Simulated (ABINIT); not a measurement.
# Phonon calculation of C (part 2 of 2)

C (P-3m1, 4 atoms in the cell); Kohn-Sham DFT of a periodic cell, LDA, PseudoDojo NC SR LDA v0.4.1 standard, no spin polarisation (ABINIT 10.8.3); cutoff 843.55 eV, 10×10×2 k-mesh, fermi-dirac of 0.05 eV. The structure derives from a Materials Project entry.

Geometry of the input (Å; fractional positions):
```
2.4562  0.0000  0.0000
-1.2281  2.1272  0.0000
0.0000  0.0000  24.1340
C  0.6667  0.3333  0.5705
C  0.3333  0.6667  0.4295
C  0.0000  0.0000  0.4295
C  0.0000  0.0000  0.5705
```

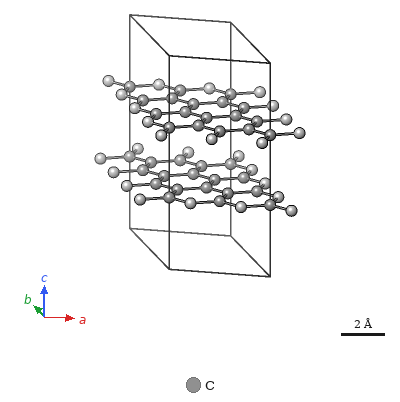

Figure 1. The structure as given in the input (ball-and-stick view of the 2 × 3 repeat of the cell, with the vacuum cut short, seen slightly off an axis; neighbours outside the cell are drawn fainter). An atom can appear more than once, as a periodic image.

**What the program printed, continued**
```
-Cartesian components of stress tensor (GPa)         [Pressure= -1.8688E+00 GPa]
- sigma(1 1)=  2.21523098E+00  sigma(3 2)=  0.00000000E+00
- sigma(2 2)=  2.21523098E+00  sigma(3 1)=  0.00000000E+00
- sigma(3 3)=  1.17579627E+00  sigma(2 1)=  1.68294409E-10

================================================================================
== DATASET  2 ==================================================================

--- !DatasetInfo
iteration_state: {dtset: 2, }
dimensions: {natom: 4, nkpt: 100, mband: 16, nsppol: 1, nspinor: 1, nspden: 1, mpw: 7065, }
cutoff_energies: {ecut:  31.0, pawecutdg:  -1.0, }
electrons: {nelect:   1.60000000E+01, charge:   0.00000000E+00, occopt:   3.00000000E+00, tsmear:   1.83746611E-03, }
meta: {optdriver: 1, rfphon: 1, }
...

 mkfilename : getwfk/=0, take file _WFK from output of DATASET   1.

 Exchange-correlation functional for the present dataset will be:
  LDA: Perdew-Wang 92 LSD fit to Ceperley-Alder data - ixc=7
  J.P.Perdew and Y.Wang, PRB 45, 13244 (1992)

 Real(R)+Recip(G) space primitive vectors, cartesian coordinates (Bohr,Bohr^-1):
 R(1)=  4.6415973  0.0000000  0.0000000  G(1)=  0.2154431  0.1243861  0.0000000
 R(2)= -2.3207986  4.0197412  0.0000000  G(2)=  0.0000000  0.2487722  0.0000000
 R(3)=  0.0000000  0.0000000 45.6065750  G(3)=  0.0000000  0.0000000  0.0219267
 Unit cell volume ucvol=  8.5092837E+02 bohr^3
 Angles (23,13,12)=  9.00000000E+01  9.00000000E+01  1.20000000E+02 degrees
 setup1 : take into account q-point for computing boxcut.

 getcut: wavevector=  0.0000  0.0000  0.0000  ngfft=  24  24 240
         ecut(hartree)=     31.000   => boxcut(ratio)=   2.06299
--------------------------------------------------------------------------------

 ==>  initialize data related to q vector <==

 The list of irreducible perturbations for this q vector is:
    1)    idir= 1    ipert=   1
    2)    idir= 3    ipert=   1
    3)    idir= 1    ipert=   3
    4)    idir= 3    ipert=   3

================================================================================

 The perturbation idir=   2  ipert=   1 is
 symmetric of a previously calculated perturbation.
 So, its SCF calculation is not needed.

 The perturbation idir=   1  ipert=   2 is
 symmetric of a previously calculated perturbation.
 So, its SCF calculation is not needed.

 The perturbation idir=   2  ipert=   2 is
 symmetric of a previously calculated perturbation.
 So, its SCF calculation is not needed.

 The perturbation idir=   3  ipert=   2 is
 symmetric of a previously calculated perturbation.
 So, its SCF calculation is not needed.

 The perturbation idir=   2  ipert=   3 is
 symmetric of a previously calculated perturbation.
 So, its SCF calculation is not needed.

 The perturbation idir=   1  ipert=   4 is
 symmetric of a previously calculated perturbation.
 So, its SCF calculation is not needed.

 The perturbation idir=   2  ipert=   4 is
 symmetric of a previously calculated perturbation.
 So, its SCF calculation is not needed.

 The perturbation idir=   3  ipert=   4 is
 symmetric of a previously calculated perturbation.
 So, its SCF calculation is not needed.

--------------------------------------------------------------------------------
 Perturbation wavevector (in red.coord.)   0.000000  0.000000  0.000000
 Perturbation : displacement of atom   1   along direction   1
 The set of symmetries contains only one element for this perturbation.
 symkpt : not enough symmetry to change the number of k points.

--------------------------------------------------------------------------------

--------------------------------------------------------------------------------

 dfpt_looppert : total number of electrons, from k and k+q
  fully or partially occupied states are    1.600000E+01 and    1.600000E+01.
 Initialisation of the first-order wave-functions :
  ireadwf=   0

--- !BeginCycle
iteration_state: {dtset: 2, }
solver: {iscf: 7, nstep: 80, nline: 4, wfoptalg: 0, }
tolerances: {tolvrs: 1.00E-09, }
...

     iter   2DEtotal(Ha)        deltaE(Ha) residm    vres2
-ETOT  1   13.678893543198     -3.729E+02 3.671E+00 2.636E+03
 ETOT  2   12.432504736786     -1.246E+00 3.664E-01 1.485E+01
 ETOT  3   12.417073219784     -1.543E-02 1.022E-01 2.063E-01
 ETOT  4   12.416840996657     -2.322E-04 2.780E-02 3.503E-02
 ETOT  5   12.416804228340     -3.677E-05 8.242E-03 8.643E-03
 ETOT  6   12.416794276597     -9.952E-06 2.743E-03 2.185E-05
 ETOT  7   12.416794234321     -4.228E-08 8.339E-04 9.352E-07
 ETOT  8   12.416794232190     -2.131E-09 3.020E-04 7.044E-07
 ETOT  9   12.416794231275     -9.150E-10 9.236E-05 2.464E-08
 ETOT 10   12.416794231258     -1.774E-11 3.603E-05 1.356E-08
 ETOT 11   12.416794231258      2.274E-13 1.109E-05 9.667E-09
 ETOT 12   12.416794231258      4.547E-13 4.606E-06 4.910E-09
 ETOT 13   12.416794231259      4.547E-13 1.468E-06 3.415E-09
 ETOT 14   12.416794231258     -9.095E-13 6.202E-07 2.351E-09
 ETOT 15   12.416794231259      1.478E-12 3.277E-07 1.139E-09
 ETOT 16   12.416794231259     -5.684E-14 1.197E-07 8.006E-10

 At SCF step   16       vres2   =  8.01E-10 < tolvrs=  1.00E-09 =>converged.
================================================================================

 ----iterations are completed or convergence reached----

 Mean square residual over all n,k,spin=   48.315E-11; max=  11.974E-08

 2DEtotal=    0.1241679423E+02 Ha. Also 2DEtotal=    0.337878183764E+03 eV
    (2DErelax=   -3.7414700058E+02 Ha. 2DEnonrelax=    3.8656379481E+02 Ha)
    (  non-var. 2DEtotal :    1.2416794236E+01 Ha)

--------------------------------------------------------------------------------
 Perturbation wavevector (in red.coord.)   0.000000  0.000000  0.000000
 Perturbation : displacement of atom   1   along direction   3
 Found     6 symmetries that leave the perturbation invariant.
 symkpt : the number of k-points, thanks to the symmetries,
 is reduced to    22 .

--------------------------------------------------------------------------------

--------------------------------------------------------------------------------

 dfpt_looppert : total number of electrons, from k and k+q
  fully or partially occupied states are    1.600000E+01 and    1.600000E+01.
 Initialisation of the first-order wave-functions :
  ireadwf=   0

--- !BeginCycle
iteration_state: {dtset: 2, }
solver: {iscf: 7, nstep: 80, nline: 4, wfoptalg: 0, }
tolerances: {tolvrs: 1.00E-09, }
...

     iter   2DEtotal(Ha)        deltaE(Ha) residm    vres2
-ETOT  1   499.04725726156     -3.618E+04 9.549E+01 2.202E+06
 ETOT  2   380.77177743301     -1.183E+02 3.867E+01 3.413E+04
 ETOT  3   380.03365271849     -7.381E-01 6.660E+00 6.663E+04
 ETOT  4   379.59885026818     -4.348E-01 2.717E+00 4.476E+04
 ETOT  5   379.47657620726     -1.223E-01 6.645E-01 3.149E+04
 ETOT  6   379.39102811850     -8.555E-02 3.937E-01 2.617E+04
 ETOT  7   379.32230458613     -6.872E-02 1.035E-01 1.577E+04
 ETOT  8   379.29583087675     -2.647E-02 5.942E-02 1.096E+04
 ETOT  9   379.27687132838     -1.896E-02 3.462E-02 7.188E+03
 ETOT 10   379.26885085673     -8.020E-03 1.482E-02 5.150E+03
[... 51 further cycles ...]
 ETOT 62   379.25421805787     -1.164E-10 7.814E-13 6.915E-08
 ETOT 63   379.25421805748     -3.929E-10 2.041E-13 2.926E-08
 ETOT 64   379.25421805770      2.183E-10 2.759E-13 1.691E-08
 ETOT 65   379.25421805729     -4.075E-10 4.436E-14 9.847E-09
 ETOT 66   379.25421805732      2.910E-11 3.891E-14 6.247E-09
 ETOT 67   379.25421805701     -3.056E-10 1.856E-14 5.083E-09
 ETOT 68   379.25421805749      4.729E-10 5.168E-15 4.236E-09
 ETOT 69   379.25421805734     -1.455E-10 3.493E-15 3.088E-09
 ETOT 70   379.25421805693     -4.075E-10 4.219E-15 1.648E-09
 ETOT 71   379.25421805716      2.256E-10 5.398E-15 6.229E-10

 At SCF step   71       vres2   =  6.23E-10 < tolvrs=  1.00E-09 =>converged.
================================================================================

 ----iterations are completed or convergence reached----

 Mean square residual over all n,k,spin=   62.695E-18; max=  53.978E-16

 2DEtotal=    0.3792542181E+03 Ha. Also 2DEtotal=    0.103200330130E+05 eV
    (2DErelax=   -3.6297038732E+04 Ha. 2DEnonrelax=    3.6676292950E+04 Ha)
    (  non-var. 2DEtotal :    3.7925421918E+02 Ha)

--------------------------------------------------------------------------------
 Perturbation wavevector (in red.coord.)   0.000000  0.000000  0.000000
 Perturbation : displacement of atom   3   along direction   1
 The set of symmetries contains only one element for this perturbation.
 symkpt : not enough symmetry to change the number of k points.

--------------------------------------------------------------------------------

--------------------------------------------------------------------------------

 dfpt_looppert : total number of electrons, from k and k+q
  fully or partially occupied states are    1.600000E+01 and    1.600000E+01.
 Initialisation of the first-order wave-functions :
  ireadwf=   0

--- !BeginCycle
iteration_state: {dtset: 2, }
solver: {iscf: 7, nstep: 80, nline: 4, wfoptalg: 0, }
tolerances: {tolvrs: 1.00E-09, }
...

     iter   2DEtotal(Ha)        deltaE(Ha) residm    vres2
-ETOT  1   13.659647634625     -3.730E+02 3.766E+00 2.624E+03
 ETOT  2   12.427784628573     -1.232E+00 3.199E-01 1.464E+01
 ETOT  3   12.412562656596     -1.522E-02 6.940E-02 1.766E-01
 ETOT  4   12.412335682153     -2.270E-04 2.431E-02 5.183E-03
 ETOT  5   12.412329495700     -6.186E-06 5.907E-03 4.645E-03
 ETOT  6   12.412323939601     -5.556E-06 2.618E-03 5.361E-05
 ETOT  7   12.412323866550     -7.305E-08 6.447E-04 4.386E-07
 ETOT  8   12.412323864584     -1.966E-09 3.144E-04 1.338E-07
 ETOT  9   12.412323864338     -2.461E-10 7.814E-05 2.194E-08
 ETOT 10   12.412323864318     -2.046E-11 4.069E-05 8.615E-09
 ETOT 11   12.412323864316     -1.933E-12 1.018E-05 6.434E-09
 ETOT 12   12.412323864315     -2.274E-13 5.572E-06 3.626E-09
 ETOT 13   12.412323864319      3.240E-12 1.991E-06 2.678E-09
 ETOT 14   12.412323864316     -2.615E-12 7.939E-07 2.250E-09
 ETOT 15   12.412323864316     -5.684E-14 4.441E-07 1.262E-09
 ETOT 16   12.412323864316      2.842E-13 1.487E-07 8.583E-10

 At SCF step   16       vres2   =  8.58E-10 < tolvrs=  1.00E-09 =>converged.
================================================================================

 ----iterations are completed or convergence reached----

 Mean square residual over all n,k,spin=   60.066E-11; max=  14.869E-08

 2DEtotal=    0.1241232386E+02 Ha. Also 2DEtotal=    0.337756538882E+03 eV
    (2DErelax=   -3.7421835890E+02 Ha. 2DEnonrelax=    3.8663068276E+02 Ha)
    (  non-var. 2DEtotal :    1.2412323864E+01 Ha)

--------------------------------------------------------------------------------
 Perturbation wavevector (in red.coord.)   0.000000  0.000000  0.000000
 Perturbation : displacement of atom   3   along direction   3
 Found     6 symmetries that leave the perturbation invariant.
 symkpt : the number of k-points, thanks to the symmetries,
 is reduced to    22 .

--------------------------------------------------------------------------------

--------------------------------------------------------------------------------

 dfpt_looppert : total number of electrons, from k and k+q
  fully or partially occupied states are    1.600000E+01 and    1.600000E+01.
 Initialisation of the first-order wave-functions :
  ireadwf=   0

--- !BeginCycle
iteration_state: {dtset: 2, }
solver: {iscf: 7, nstep: 80, nline: 4, wfoptalg: 0, }
tolerances: {tolvrs: 1.00E-09, }
...

     iter   2DEtotal(Ha)        deltaE(Ha) residm    vres2
-ETOT  1   492.52627720548     -3.608E+04 8.176E+01 1.862E+06
 ETOT  2   379.64328140816     -1.129E+02 3.967E+01 1.266E+04
 ETOT  3   378.69984945099     -9.434E-01 6.728E+00 2.809E+04
 ETOT  4   378.36203750533     -3.378E-01 2.669E+00 1.560E+04
 ETOT  5   378.30911308699     -5.292E-02 6.857E-01 1.001E+04
 ETOT  6   378.22973274081     -7.938E-02 2.973E-01 7.926E+03
 ETOT  7   378.21138290266     -1.835E-02 8.287E-02 5.480E+03
 ETOT  8   378.20335680144     -8.026E-03 5.240E-02 3.970E+03
 ETOT  9   378.19581706079     -7.540E-03 2.457E-02 2.553E+03
 ETOT 10   378.19164131061     -4.176E-03 1.007E-02 1.659E+03
[... 46 further cycles ...]
 ETOT 57   378.18689632048     -6.839E-10 1.977E-12 1.770E-08
 ETOT 58   378.18689632096      4.802E-10 4.525E-13 1.441E-08
 ETOT 59   378.18689632047     -4.948E-10 4.175E-13 1.504E-08
 ETOT 60   378.18689631978     -6.839E-10 3.867E-14 1.482E-08
 ETOT 61   378.18689632005      2.619E-10 5.627E-14 1.348E-08
 ETOT 62   378.18689632037      3.274E-10 1.381E-14 9.555E-09
 ETOT 63   378.18689631999     -3.856E-10 2.040E-14 6.626E-09
 ETOT 64   378.18689632047      4.802E-10 1.482E-14 3.324E-09
 ETOT 65   378.18689632086      3.929E-10 2.332E-14 1.206E-09
 ETOT 66   378.18689632054     -3.201E-10 1.223E-14 2.627E-10

 At SCF step   66       vres2   =  2.63E-10 < tolvrs=  1.00E-09 =>converged.
================================================================================

 ----iterations are completed or convergence reached----

 Mean square residual over all n,k,spin=   10.345E-17; max=  12.228E-15

 2DEtotal=    0.3781868963E+03 Ha. Also 2DEtotal=    0.102909897089E+05 eV
    (2DErelax=   -3.6199306473E+04 Ha. 2DEnonrelax=    3.6577493369E+04 Ha)
    (  non-var. 2DEtotal :    3.7818689781E+02 Ha)

================================================================================

 ---- first-order wavefunction calculations are completed ----

 ==> Compute Derivative Database <==

  Dynamical matrix, in cartesian coordinates,
   if specified in the inputs, asr has been imposed
     j1       j2             matrix element
  dir pert dir pert     real part    imaginary part

   1    1   1    1         0.5763454196         0.0000000000
   1    1   1    2         0.0006046385        -0.0000000000
   1    1   1    3        -0.0009109092        -0.0000000000
   1    1   1    4        -0.5760391488         0.0000000000

   2    1   2    1         0.5763454196         0.0000000000
   2    1   2    2         0.0006046385        -0.0000000000
   2    1   2    3        -0.0009109092         0.0000000000
   2    1   2    4        -0.5760391488        -0.0000000000

   3    1   3    1         0.1823376578         0.0000000000
   3    1   3    2        -0.0004148072        -0.0000000000
   3    1   3    3        -0.0009608973        -0.0000000000
   3    1   3    4        -0.1809619533         0.0000000000

   1    2   1    1         0.0006046385         0.0000000000
   1    2   1    2         0.5763454196        -0.0000000000
   1    2   1    3        -0.5760391488         0.0000000000
   1    2   1    4        -0.0009109092         0.0000000000

   2    2   2    1         0.0006046385         0.0000000000
   2    2   2    2         0.5763454196        -0.0000000000
   2    2   2    3        -0.5760391488        -0.0000000000
   2    2   2    4        -0.0009109092         0.0000000000

   3    2   3    1        -0.0004148072         0.0000000000
   3    2   3    2         0.1823376578        -0.0000000000
   3    2   3    3        -0.1809619533        -0.0000000000
   3    2   3    4        -0.0009608973         0.0000000000

   1    3   1    1        -0.0009109092         0.0000000000
   1    3   1    2        -0.5760374778         0.0000000000
   1    3   1    3         0.5761225268         0.0000000000
   1    3   1    4         0.0008258603        -0.0000000000

   2    3   2    1        -0.0009109092        -0.0000000000
   2    3   2    2        -0.5760374778         0.0000000000
   2    3   2    3         0.5761225268        -0.0000000000
   2    3   2    4         0.0008258603         0.0000000000

   3    3   3    1        -0.0009608969         0.0000000000
   3    3   3    2        -0.1809619533         0.0000000000
   3    3   3    3         0.1818224617         0.0000000000
   3    3   3    4         0.0001003885        -0.0000000000

   1    4   1    1        -0.5760374778         0.0000000000
   1    4   1    2        -0.0009109092        -0.0000000000
   1    4   1    3         0.0008258603         0.0000000000
   1    4   1    4         0.5761225268        -0.0000000000

   2    4   2    1        -0.5760374778         0.0000000000
   2    4   2    2        -0.0009109092        -0.0000000000
   2    4   2    3         0.0008258603        -0.0000000000
   2    4   2    4         0.5761225268         0.0000000000

   3    4   3    1        -0.1809619533        -0.0000000000
   3    4   3    2        -0.0009608969        -0.0000000000
   3    4   3    3         0.0001003885         0.0000000000
   3    4   3    4         0.1818224617        -0.0000000000

  Phonon wavevector (reduced coordinates) :  0.00000  0.00000  0.00000
 Phonon energies in Hartree :
   0.000000E+00  0.000000E+00  0.000000E+00  1.336818E-04  1.336818E-04
   3.195327E-04  4.067504E-03  4.076514E-03  7.249387E-03  7.249387E-03
   7.259625E-03  7.259625E-03
 Phonon frequencies in cm-1    :
   0.000000E+00  0.000000E+00  0.000000E+00  2.933977E+01  2.933977E+01
   7.012933E+01  8.927140E+02  8.946915E+02  1.591056E+03  1.591056E+03
   1.593303E+03  1.593303E+03

== END DATASET(S) ==============================================================
================================================================================

 -outvars: echo values of variables after computation  --------
            acell      1.0000000000E+00  1.0000000000E+00  1.0000000000E+00 Bohr
           etotal1    -2.4120204882E+01
           etotal2     3.7818689632E+02
            fcart1    -6.9613412552E-28 -6.6985537460E-28 -1.0743203931E-04
                       1.6243129596E-27  1.7416239739E-27  1.0743203931E-04
                       6.9613412552E-28 -9.3779752441E-28  1.9237368432E-04
                      -1.6243129596E-27 -1.3397107494E-28 -1.9237368432E-04
            fcart2     0.0000000000E+00  0.0000000000E+00  0.0000000000E+00
                       0.0000000000E+00  0.0000000000E+00  0.0000000000E+00
                       0.0000000000E+00  0.0000000000E+00  0.0000000000E+00
                       0.0000000000E+00  0.0000000000E+00  0.0000000000E+00
            rprim      4.6415972861E+00  0.0000000000E+00  0.0000000000E+00
                      -2.3207986431E+00  4.0197411640E+00  0.0000000000E+00
                       0.0000000000E+00  0.0000000000E+00  4.5606575021E+01
           strten1     7.5294170763E-05  7.5294170740E-05  3.9964502929E-05
                       0.0000000000E+00  0.0000000000E+00  5.7202106921E-15
           strten2     0.0000000000E+00  0.0000000000E+00  0.0000000000E+00
                       0.0000000000E+00  0.0000000000E+00  0.0000000000E+00
           xangst      1.2281137522E+00  7.0905180542E-01  1.3767831537E+01
                      -1.7639188606E-11  1.4181036108E+00  1.0366128615E+01
                       0.0000000000E+00  0.0000000000E+00  1.0366289589E+01
                       0.0000000000E+00  0.0000000000E+00  1.3767670563E+01
             xred      6.6666666667E-01  3.3333333333E-01  5.7047544000E-01
                       3.3333333333E-01  6.6666666667E-01  4.2952456000E-01
                       0.0000000000E+00  0.0000000000E+00  4.2953123000E-01
                       0.0000000000E+00  0.0000000000E+00  5.7046877000E-01
 Calculation completed.
```

**Key numbers**

| quantity | value |
| --- | --- |
| outcome | converged |
| space group (tolerance 0.01 Å) | P-3m1 (164) |
| electrons treated | 16 |
| free energy | −656.3442 eV |
| Fermi energy | −1.885 eV |
| pressure | −1.87 GPa |
| largest force (length of the vector) | 0.010 eV/Å |
| wall time | 23 min (CPU time 1.6 h) |
| peak memory | 0.92 GiB |

**Remarks**

Points of doubt noted for this run: cutoff too low for stress; k mesh coarse for metal response.
